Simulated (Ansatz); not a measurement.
# One crystal, many levels of theory: BaTiO3 (R3m)

What gap does each level of theory give for BaTiO3 (R3m), and in what time?

Program: Ansatz 0.2.0. Level of theory: density functionals, hybrids and G0W0, plane waves, PAW. Results are calculated unless marked as measured.

## Step 1: Starting point

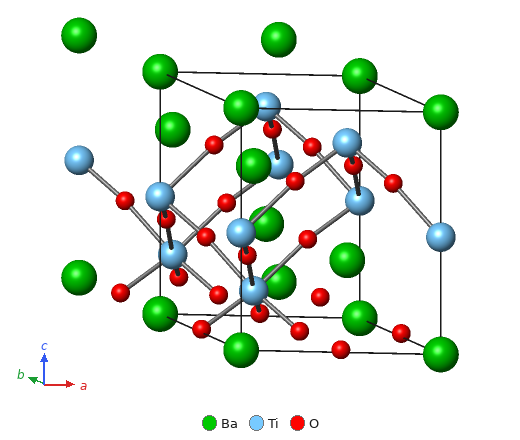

The starting structure, seen slightly off an axis (barium green, titanium blue, oxygen red). 1×2×1 cells are drawn. This picture shows the conventional cell, with its axes. Some periodic images of atoms are drawn too.

The cell and positions come from the Crystallography Open Database and are kept as given unless a step says otherwise. Spin-orbit coupling is left out unless a step names it. The default PAW set here is soft_2. Its files were made with PBE.

## Step 2: LDA on the 6×6×6 mesh

This step: DFT, LDA, plane waves, PAW.

Contents of input.yaml:

```yaml
crystal:
  lattice:
    - [2.8273666084, 1.6323808724, 2.3183934932]
    - [-2.8273666084, 1.6323808724, 2.3183934932]
    - [0.0, -3.2647617449, 2.3183934932]
  atoms:
    - { symbol: Ba, position: [0.0, 0.0, 0.0] }
    - { symbol: Ti, position: [0.4845, 0.4845, 0.4845] }
    - { symbol: O, position: [0.5086, 0.5086, 0.0175] }
    - { symbol: O, position: [0.0175, 0.5086, 0.5086] }
    - { symbol: O, position: [0.5086, 0.0175, 0.5086] }
kpoints:
  mp_grid: { grid: [6, 6, 6] }
  band_path:
    path:
      - [0.0, 0.0, 0.0]
      - [0.5, 0.5, 0.5]
      - [0.50282879, 0.49717121, 0.5]
      - [0.5, -0.49717121, 0.49717121]
      - [0.5, 0.0, 0.0]
      - [0.49858561, -0.49858561, 0.0]
      - [0.50141439, 0.0, 0.49858561]
      - [0.049858561, -0.049858561, 0.0]
    npoints: 1
hamiltonian:
  xc: lda
scf:
  occupations: { method: fixed }
  n_extra_bands: 5
output:
  eigenvalues: true
  forces: true
  stress: true
```

On the command line:

```bash
$ ansatz run input.yaml --threads 3 --pin off --max-ram 92160MiB --backend cuda --events-out ev --progress --plain --runs-dir out --devices 1 --max-vram 13GiB  # rebuilt from the run's record
```

Numbers of over 12 decimals in the logs are rounded to 6 here.

The log of the run:

```text
scf.n_extra_bands = 5 over 20 filled bands (N_el = 40.0): the run solves 25 bands
GPUs: using 1 of 1 available (devices: 1).
Engine: ansatz 0.2.0, x86_64-unknown-linux-gnu
Pseudopotentials: kind: paw
Pseudopotential: Ba, paw, valence charge 10, recommended cutoff 420 eV (normal), Ba.paw.azcp
Pseudopotential: Ti, paw, valence charge 12, recommended cutoff 420 eV (normal), Ti.paw.azcp
Pseudopotential: O, paw, valence charge 6, recommended cutoff 420 eV (normal), O.paw.azcp
Functional definition: SPW92
  exchange = slater_x
  correlation = pw_c
device memory: the entry about to start is reckoned to put 1.1 GiB on a device that reports 42.6 GiB free (of which the cap on the GPU budget leaves the run 13.0 GiB)
GPU FFT provider: cuFFT
GPU libraries: cuBLAS 13.8.2, cuFFT 12.4.0, cuSOLVER 12.3.4
Crystal: 5 atoms, lattice volume = 64.201 Å³
Basis set: ecut = 420 eV, 1237 PW (Γ)
Bands: 25, of which v1, the nominal top of the filled ones, is band 20 counted from 1 (19 counted from 0)
Symmetry: 6 space group operations
Space group: R3m (ITA 160), of the structure as read, at distance tolerance 4.0e-5 Å
k-points: 32 of 216 (time reversal used)
Non-local potential: Ba, projectors of the file, l = 0: 3, l = 1: 2, l = 2: 2, l = 3: 2
Non-local potential: Ti, projectors of the file, l = 0: 3, l = 1: 2, l = 2: 3, l = 3: 1
Non-local potential: O, projectors of the file, l = 0: 2, l = 1: 2, l = 2: 1
PAW form: soft (Blöchl's): semilocal exchange-correlation on the pseudo side does not see the compensation charge
PAW frozen core: Ba, regenerated for the run's functional, and the local potential with it (the file was generated under x = pbe(κ = 0.804, μ = 0.219515), c = pbe(β = 0.066725))
PAW frozen core: Ti, regenerated for the run's functional, and the local potential with it (the file was generated under x = pbe(κ = 0.804, μ = 0.219515), c = pbe(β = 0.066725))
PAW frozen core: O, regenerated for the run's functional, and the local potential with it (the file was generated under x = pbe(κ = 0.804, μ = 0.219515), c = pbe(β = 0.066725))
PAW one-centre angular grid: Ba, 194 points (default); XC on 64 Gauss nodes
PAW one-centre angular grid: Ti, 590 points (default); XC on 64 Gauss nodes
PAW one-centre angular grid: O, 110 points (default); XC on 64 Gauss nodes
Initial density: superposition of atomic densities (neutral atoms: chi_scale 0, normalization atom), corrected by the library's trained network
Initial wavefunctions: pseudopotential atomic-orbital guess
GPU buffer pool allocated for 19683 grid points (all kernels)
GPU transforms: local potential and band sums: pruned to the plane-wave sphere, on 27×27×27
Functional: x = slater, c = lda
SCF iter   1: F=—  HF=-9904.495140 eV  |F-HF|=—  |Δ(HF+E_count)|=         —  Δρ=1.90e-2  dr2=2.25e-1  ethr=1.77e-3  ⟨swp⟩=4.5  Hψ=3428  notcnv=0  defer=56
preconditioner: auto → Resta (q_TF=auto, 2.521 Å⁻¹)  ε∞=5.8  [insulator: Δε(μ)=2.122 eV  Ē_g=11.973 eV  n_scr=18 (ndim 8)  ℏωp=26.2 eV  f_vac=0.000  ε∞_Penn≈5.8]
SCF iter   2: F=—  HF=-9904.462044 eV  |F-HF|=—  |Δ(HF+E_count)|=   3.31e-2  Δρ=1.10e-2  dr2=6.54e-2  ethr=5.63e-4  ⟨swp⟩=2.1  Hψ=1444  notcnv=0  defer=65
SCF iter   3: F=—  HF=-9904.450140 eV  |F-HF|=—  |Δ(HF+E_count)|=   1.19e-2  Δρ=2.85e-3  dr2=3.54e-3  ethr=1.63e-4  ⟨swp⟩=2.7  Hψ=1177  notcnv=0  defer=75
SCF iter   4: F=—  HF=-9904.449317 eV  |F-HF|=—  |Δ(HF+E_count)|=   8.23e-4  Δρ=7.64e-4  dr2=2.46e-4  ethr=8.86e-6  ⟨swp⟩=2.2  Hψ=1458  notcnv=0  defer=93
SCF iter   5: F=—  HF=-9904.449153 eV  |F-HF|=—  |Δ(HF+E_count)|=   1.64e-4  Δρ=1.50e-4  dr2=1.50e-5  ethr=6.15e-7  ⟨swp⟩=2.0  Hψ=1175  notcnv=0  defer=94
SCF iter   6: F=—  HF=-9904.449278 eV  |F-HF|=—  |Δ(HF+E_count)|=   1.26e-4  Δρ=5.78e-5  dr2=2.30e-6  ethr=3.75e-8  ⟨swp⟩=2.2  Hψ=1274  notcnv=0  defer=32
SCF iter   7: F=—  HF=-9904.449278 eV  |F-HF|=—  |Δ(HF+E_count)|=   3.71e-7  Δρ=1.72e-5  dr2=1.80e-7  ethr=5.76e-9  ⟨swp⟩=2.0  Hψ=1067  notcnv=0  defer=32
SCF iter   8: F=-9904.449278 eV  HF=-9904.449278 eV  |F-HF|=1.44e-10  |Δ(HF+E_count)|=   3.31e-8  Δρ=1.32e-6  dr2=9.86e-10  ethr=2.50e-10  ⟨swp⟩=9.9  Hψ=4402  notcnv=0
SCF 1 converged in 8 iterations: F = -9904.449278 eV  dr2 = 9.86e-10
[...]
device memory: the entry about to start is reckoned to put 0.9 GiB on a device that reports 41.3 GiB free (of which the cap on the GPU budget leaves the run 13.0 GiB)
NSCF: frozen V_eff on 8 k-points
SCF converged after 8 iterations
Free energy (F): -9904.449278 eV
Harris-Foulkes:  -9904.449278 eV  (|F-HF|=1.44e-10)
Internal energy: -9904.449278 eV  (E = F + TS)
E sigma→0 (E₀):  -9904.449278 eV
Fermi energy:    9.850590 eV
--- Per-component energies (eV) ---
  E_band       = -149.823282
  E_kinetic    = 966.416708
  E_local      = -2123.512846  (includes V_loc(G=0)·N_el)
  E_nonlocal   = 216.432315
  E_hartree    = 824.722753
  E_xc         = -485.080914
  E_vxc        = -542.415417  (∫ρ·V_xc dr)
  E_paw        = -6495.120294  (= ΣΔE_a)
  E_vpaw       = -316.197025  (= ΣTr[D̂ρ^β])
  E_aug_tail   = 0.007453  (compensation charges beyond the density's cutoff)
  E_ewald      = -2809.213684
  E_core_change = 0.899230  (= ΣΔE_core)
  E_smearing   = -0.000000  (= −TS)
  E_closure    = 0.000000  (closes the sum)
  Σ components = -9904.449278   (vs F -9904.449278, Δ=0.00e0)
--- Forces (eV/Å), atoms counted from 1 ---
  atom   1  Ba    -0.00000000     0.00000000    -0.16174439
  atom   2  Ti     0.00000000     0.00000000    -0.02503648
  atom   3  O      0.00000000    -0.01499491     0.06222972
  atom   4  O      0.01298597     0.00749745     0.06222972
  atom   5  O     -0.01298597     0.00749745     0.06222972
  max |Σ_I F_I| component: 9.17e-5 eV/Å
--- Stress (GPa, compression-positive) ---
       -6.052574      -0.000000      -0.000000
       -0.000000      -6.052574       0.000000
       -0.000000       0.000000      -6.083321
  P = ⅓ Tr σ = -6.0628 GPa (-60.628 kbar)
--- Band table (eV; the first three rows and the last of 32) ---
  k-point 0: bands = [... 16 lower, 8.7485, 9.3510, 9.4947, 9.4947, 12.2009, 12.2009, 12.3558, 14.4242, ... 1 higher]
  k-point 1: bands = [... 16 lower, 8.5791, 8.9421, 9.3745, 9.3882, 12.2510, 12.5856, 12.6120, 14.4206, ... 1 higher]
  k-point 2: bands = [... 16 lower, 8.2776, 8.3916, 9.0591, 9.1565, 12.3247, 13.2736, 13.3689, 14.4061, ... 1 higher]
  k-point 31: bands = [... 16 lower, 7.5637, 9.8358, 9.8358, 9.8506, 14.2037, 14.3530, 14.3530, 16.5037, ... 1 higher]
```

The job ended after 9.1 s (1 × NVIDIA H100 80GB HBM3 (shared by 6 runs) with 3 threads of AMD EPYC 7R13 (Zen 3), shared host; peak memory 0.91 GiB).

This step gave:

* pressure: -6.063 GPa
* gap: 2.350 eV
* valence top at: T
* conduction bottom at: Γ
* least direct gap: 2.686 eV

Over mesh and listed points the gap is 2.350 eV, from k = (0.500, 0.500, 0.500) to k = Γ. The least direct gap found is 2.686 eV, at k = (0.050, -0.050, 0.000). The pressure in this cell is -6 GPa; the cell is kept.

## Step 3: r2SCAN on the 6×6×6 mesh

Levels along a band path and on the mesh show where this functional puts the band edges.

This step: DFT, r2SCAN, plane waves, PAW.

Contents of input.yaml:

```yaml
crystal:
  lattice:
    - [2.8273666084, 1.6323808724, 2.3183934932]
    - [-2.8273666084, 1.6323808724, 2.3183934932]
    - [0.0, -3.2647617449, 2.3183934932]
  atoms:
    - { symbol: Ba, position: [0.0, 0.0, 0.0] }
    - { symbol: Ti, position: [0.4845, 0.4845, 0.4845] }
    - { symbol: O, position: [0.5086, 0.5086, 0.0175] }
    - { symbol: O, position: [0.0175, 0.5086, 0.5086] }
    - { symbol: O, position: [0.5086, 0.0175, 0.5086] }
kpoints:
  mp_grid: { grid: [6, 6, 6] }
  band_path:
    path:
      - [[0.0, 0.0, 0.0], [0.5, 0.5, 0.5], [0.50282879, 0.49717121, 0.5]]
      - [[0.5, -0.49717121, 0.49717121], [0.5, 0.0, 0.0], [0.0, 0.0, 0.0], [0.49858561, -0.49858561, 0.0]]
      - [[0.50141439, 0.0, 0.49858561], [0.5, 0.0, 0.5], [0.0, 0.0, 0.0]]
    npoints: 10
hamiltonian:
  xc: r2scan
scf:
  occupations: { method: fermi_dirac, width: 0.02 }
  n_extra_bands: 5
output:
  eigenvalues: true
  forces: true
  stress: true
  write_density: true
  write_potential: true
  elf: true
  volumetric_format: npy
```

The log of the run:

```text
[...]
GPUs: using 1 of 1 available (devices: 1).
[...]
GPU FFT provider: cuFFT
GPU libraries: cuBLAS 13.8.2, cuFFT 12.4.0, cuSOLVER 12.3.4
Crystal: 5 atoms, lattice volume = 64.201 Å³
Basis set: ecut = 500 eV, 1647 PW (Γ), exchange–correlation on 120×120×120 points (64 copies of the dense FFT grid, shifted against one another)
Bands: 25, of which v1, the nominal top of the filled ones, is band 20 counted from 1 (19 counted from 0)
Symmetry: 6 space group operations
[...]
k-points: 32 of 216 (time reversal used)
[...]
GPU buffer pool allocated for 27000 grid points (all kernels)
[...]
SCF iter   1: F=—  HF=-10183.728103 eV  |F-HF|=—  |Δ(HF+E_count)|=         —  Δρ=2.09e-2  dr2=3.49e-1  dr2_τ=2.49e-1  ethr=1.77e-3  ⟨swp⟩=6.4  Hψ=4126  notcnv=0
[...]
--- Forces (eV/Å), atoms counted from 1 ---
  atom   1  Ba    -0.00000000     0.00000000    -0.13336953
  atom   2  Ti    -0.00000000    -0.00000000     0.09540785
  atom   3  O      0.00000000     0.04249172     0.01266535
  atom   4  O     -0.03679891    -0.02124586     0.01266535
  atom   5  O      0.03679891    -0.02124586     0.01266535
  max |Σ_I F_I| component: 3.43e-5 eV/Å
--- Stress (GPa, compression-positive) ---
        1.928626      -0.000000       0.000000
       -0.000000       1.928626       0.000000
        0.000000       0.000000       1.865430
  P = ⅓ Tr σ = 1.9076 GPa (19.076 kbar)
--- Band table (eV; the first three rows and the last of 32) ---
  k-point 0: bands = [... 16 lower, 8.8039, 9.4350, 9.5486, 9.5486, 12.7160, 12.7160, 12.8528, 14.7907, ... 1 higher]
  k-point 1: bands = [... 16 lower, 8.6513, 9.0138, 9.4254, 9.4590, 12.7603, 13.0721, 13.1061, 14.7878, ... 1 higher]
  k-point 2: bands = [... 16 lower, 8.3723, 8.4856, 9.1290, 9.1973, 12.8296, 13.7327, 13.8338, 14.7749, ... 1 higher]
  k-point 31: bands = [... 16 lower, 7.6167, 9.9031, 9.9031, 9.9171, 14.6514, 14.8074, 14.8074, 17.2666, ... 1 higher]
[key lines of the parts left out:]
SCF converged after 7 iterations
Free energy (F): -10183.830947 eV
Fermi energy:    11.323217 eV
```

Wall time 9.2 s (1 × NVIDIA H100 80GB HBM3 (shared by 6 runs) with 3 threads); peak memory 1 GiB; 7.2 s of CPU time.

This step gave:

| Quantity | Value |
| --- | --- |
| pressure | 1.908 GPa |
| filled bands | 20 |
| gap | 2.799 eV |
| valence top at | T |
| conduction bottom at | Γ |
| least direct gap | 3.138 eV |

Over mesh and path the gap is 2.799 eV, from k = (0.500, 0.500, 0.500) to k = Γ. The least direct gap found is 3.138 eV, at k = (0.050, -0.050, 0.000). r2SCAN against LDA: 2.799 − 2.350 = +0.449 eV. The runs also differ in plane-wave cutoff (420 eV and 500 eV), so how much of this comes from the functional alone is not known.

## Step 4: r2SCAN+SOC on the 6×6×6 mesh

This run has two-component orbitals with spin-orbit coupling.

This step: DFT, r2SCAN with spin-orbit coupling, plane waves, PAW.

input.yaml, the sections that differ from step 3:

```yaml
kpoints:
  mp_grid: { grid: [6, 6, 6] }
  band_path:
    path:
      - [0.0, 0.0, 0.0]
      - [0.5, 0.5, 0.5]
      - [0.50282879, 0.49717121, 0.5]
      - [0.5, -0.49717121, 0.49717121]
      - [0.5, 0.0, 0.0]
      - [0.49858561, -0.49858561, 0.0]
      - [0.50141439, 0.0, 0.49858561]
      - [0.049858561, -0.049858561, 0.0]
    npoints: 1
scf:
  occupations: { method: fixed }
  n_extra_bands: 10
magnetization:
  noncollinear: true
  spin_orbit: true
# crystal, hamiltonian, output: as in step 3
```

The log of the run:

```text
[...]
GPUs: using 1 of 1 available (devices: 1).
[...]
non-collinear run that drives no moment, with spin-orbit: no starting moment large enough to seed its density (crystal.atoms[].spin), no starting occupations that ask for one, no magnetisation constraint and no magnetic field, so the semilocal B_xc is pinned to zero
[...]
k-point 1: bands = [... 36 lower, 9.3783, 9.4277, 9.4794, 9.4936, 12.7536, 12.7635, 13.0634, 13.0717, ... 6 higher]
  k-point 2: bands = [... 36 lower, 9.1111, 9.1314, 9.2021, 9.2071, 12.8268, 12.8297, 13.7257, 13.7343, ... 6 higher]
  k-point 31: bands = [... 36 lower, 9.9072, 9.9072, 9.9188, 9.9188, 14.6498, 14.6498, 14.8023, 14.8023, ... 6 higher]
[key lines of the parts left out:]
SCF converged after 9 iterations
Magnetization: |M| = 0.0000 μB,  M = (+0.0000, +0.0000, +0.0000) μB
Free energy (F): -10169.548219 eV
Fermi energy:    9.918824 eV
P = ⅓ Tr σ = 1.9094 GPa (19.094 kbar)
```

Elapsed: 7.4 s, on 1 × NVIDIA H100 80GB HBM3 (shared by 6 runs) with 3 threads; peak memory 1.2 GiB.

This step gave:

| Property | Result |
| --- | --- |
| pressure | 1.909 GPa |
| gap | 2.788 eV |
| valence top at | H_2 |
| conduction bottom at | Γ |
| least direct gap | 3.086 eV |

Over mesh and listed points the gap is 2.788 eV, from k = (0.503, 0.497, 0.500) to k = Γ. The least direct gap found is 3.086 eV, at k = (0.050, -0.050, 0.000). r2SCAN+SOC against r2SCAN: 2.788 − 2.799 = −0.011 eV. Mesh, set of files and cutoff are the same, but the valence top lies at another k point, so this need not be the shift of one pair of states. The spin-orbit run sees mesh and listed points alone, so its gap is an upper bound: the coupling can move an edge off these points, the more so as this crystal has no centre of inversion, and the change over the zone, its sign included where it is small, is not known.

## Step 5: HSE06 on the 4×4×4 mesh

HSE06 mixes in a quarter of exact exchange at short range.

This step: DFT, HSE06, plane waves, PAW.

Edit input.yaml of step 4 so:

```diff
@@ -12,3 +12,3 @@
 kpoints:
-  mp_grid: { grid: [6, 6, 6] }
+  mp_grid: { grid: [4, 4, 4] }
   band_path:
@@ -25,16 +25,7 @@
 hamiltonian:
-  xc: r2scan
+  xc: hse06
 scf:
   occupations: { method: fixed }
-  n_extra_bands: 10
-magnetization:
-  noncollinear: true
-  spin_orbit: true
+  n_extra_bands: 5
 output:
   eigenvalues: true
-  forces: true
-  stress: true
-  write_density: true
-  write_potential: true
-  elf: true
-  volumetric_format: npy
```

The log of the run:

```text
[...]
GPUs: using 1 of 1 available (devices: 1).
[...]
davidson cushion auto → on  (no smearing: the cushion is to keep the highest requested band from converging to the state above it; pin scf.eigensolver.cushion to override)
[...]
GPU FFT provider: cuFFT
GPU libraries: cuBLAS 13.8.2, cuFFT 12.4.0, cuSOLVER 12.3.4
Crystal: 5 atoms, lattice volume = 64.201 Å³
Basis set: ecut = 420 eV, 1237 PW (Γ)
[...]
Fermi energy:    9.205702 eV
[...]
--- Band table (eV; the first three rows and the last of 13) ---
  k-point 0: bands = [... 16 lower, 8.0366, 8.7331, 8.8409, 8.8409, 13.0910, 13.0910, 13.2322, 15.2043, ... 1 higher]
  k-point 1: bands = [... 16 lower, 7.7246, 7.9330, 8.5681, 8.5783, 13.1847, 13.8429, 13.9371, 15.1993, ... 1 higher]
  k-point 2: bands = [... 16 lower, 7.4788, 7.5157, 8.2248, 8.3364, 13.2661, 14.6619, 14.7677, 15.1661, ... 1 higher]
  k-point 12: bands = [... 16 lower, 6.7977, 9.1921, 9.1921, 9.2057, 15.3050, 15.4744, 15.4744, 17.5122, ... 1 higher]
[key lines of the parts left out:]
Free energy (F): -10163.503441 eV
```

Wall time 18 s (1 × NVIDIA H100 80GB HBM3 (shared by 6 runs) with 3 threads); peak memory 1.2 GiB; 28 s of CPU time.

Numbers from this step:

| Item | Value |
| --- | --- |
| gap | 3.885 eV |
| valence top at | T |
| conduction bottom at | Γ |
| least direct gap | 4.215 eV |
| exact-exchange fraction | 0.25 |

Over mesh and listed points the gap is 3.885 eV, from k = (0.500, 0.500, 0.500) to k = Γ. The least direct gap found is 4.215 eV, at k = (0.050, -0.050, 0.000). HSE06 against LDA: 3.885 − 2.350 = +1.535 eV. The runs also differ in mesh (6×6×6 and 4×4×4), so how much of this comes from the functional alone is not known.

## Step 6: PBE0 on the 4×4×4 mesh

PBE0 mixes in a quarter of exact exchange at all distances.

This step: DFT, PBE0, plane waves, PAW.

Edit input.yaml of step 5 so:

```diff
@@ -25,3 +25,3 @@
 hamiltonian:
-  xc: hse06
+  xc: pbe0
 scf:
@@ -31 +31,5 @@
   eigenvalues: true
+  write_density: true
+  write_potential: true
+  elf: true
+  volumetric_format: npy
```

The log of the run:

```text
[...]
GPUs: using 1 of 1 available (devices: 1).
[...]
GPU FFT provider: cuFFT
GPU libraries: cuBLAS 13.8.2, cuFFT 12.4.0, cuSOLVER 12.3.4
Crystal: 5 atoms, lattice volume = 64.201 Å³
Basis set: ecut = 420 eV, 1237 PW (Γ)
Bands: 25, of which v1, the nominal top of the filled ones, is band 20 counted from 1 (19 counted from 0)
Symmetry: 6 space group operations
[...]
k-points: 13 of 64 (time reversal used)
[...]
Fermi energy:    8.814383 eV
[...]
--- Band table (eV; the first three rows and the last of 13) ---
  k-point 0: bands = [... 16 lower, 7.6523, 8.3493, 8.4590, 8.4590, 13.4529, 13.4529, 13.5967, 15.5736, ... 1 higher]
  k-point 1: bands = [... 16 lower, 7.3293, 7.5377, 8.1828, 8.1933, 13.5480, 14.2163, 14.3124, 15.5691, ... 1 higher]
  k-point 2: bands = [... 16 lower, 7.0734, 7.1109, 7.8373, 7.9501, 13.6303, 15.0489, 15.1550, 15.5357, ... 1 higher]
  k-point 12: bands = [... 16 lower, 6.3977, 8.8011, 8.8011, 8.8144, 15.6957, 15.8661, 15.8661, 17.8828, ... 1 higher]
[key lines of the parts left out:]
Free energy (F): -10162.988951 eV
```

It took 20 s on 1 × NVIDIA H100 80GB HBM3 (shared by 6 runs) with 3 threads; peak memory 1.2 GiB.

This step gave:

```yaml
gap: 4.639 eV
valence_top_at: T
conduction_bottom_at: Γ
least_direct_gap: 4.952 eV
exact_exchange_fraction: 0.25
```

Over mesh and listed points the gap is 4.639 eV, from k = (0.500, 0.500, 0.500) to k = Γ. The least direct gap found is 4.952 eV, at k = (0.050, -0.050, 0.000). PBE0 against HSE06: 4.639 − 3.885 = +0.754 eV, with the same mesh, files and cutoff, and both edges at the same k points.

[end of part 1 of 2]

[Paths, hosts, dates, memory and timing lines, banners, echoed tables and standing remarks are left out of the program output.]

[Logs are printed without paths, hosts, clocks, repeated set-up lines and the standing remarks that a program may print on its own settings, such as how far it seeks lower states.]

[Runs of the session that timed out or met a known fault of the program may be left out.]

[Cells called generated may have been cut or substituted from an entry of the Crystallography Open Database or the Materials Project.]

[Hosts, paths, dates, database ids (printed as entryN), source tags and the programs' standing remarks are cut or masked in the printed files.]

[Where an RPA ε∞ is given, it is that of the G0W0 mesh and is not shown converged in it. Names of k-points follow the symmetry that the program found, which can be lower than the space group named. Band edges on a path are those of the sampled points; other points can move an edge, and change direct to indirect where valleys lie close.]

[Hybrid gaps are those of their k-mesh and are not shown converged in it.]
